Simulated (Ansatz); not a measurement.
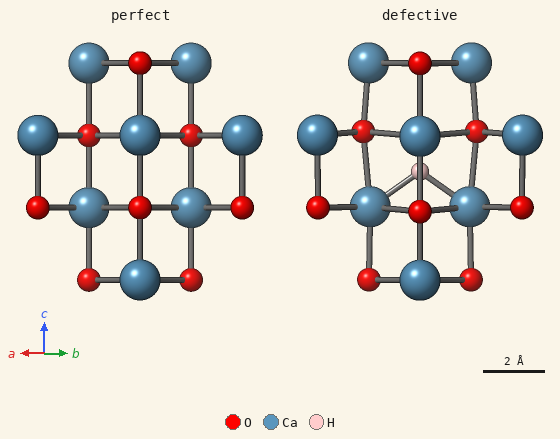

Left: perfect CaO. Right: the same region with one point defect, after relaxing the atoms in a supercell of 64 sites. The picture is a ball-and-stick view of the atoms within 4.6 Å of one point, in a slice 5.0 Å thick across the line of sight, seen along [110].

Method: DFT, PBEsol, PAW, plane waves (Ansatz 0.2.0). (plane-wave cutoff 420 eV; k-point mesh 1 × 1 × 1; mesh shifted by (0.25, 0.25, 0.25); no spin polarisation) Fermi-Dirac smearing of 0.01 eV. A uniform background neutralises the charged cell. The axes drawn are those of the host's conventional cell.

**Which defect is it?**

An extra hydrogen atom is put between the host's atoms (an interstitial).

The charge state of the cell is −1.

**How does the lattice respond?**

The H atom starts with 4 Ca at 2.06 to 2.07 Å, 4 O at 2.06 to 2.07 Å around its place and ends with 4 Ca at 2.01 Å, 4 O at 2.29 Å. Of the host's atoms, an oxygen atom moves furthest from its site, by 0.23 Å.

Limits of the set-up: the cell is charged, on a uniform background, and energies carry no finite-size correction.
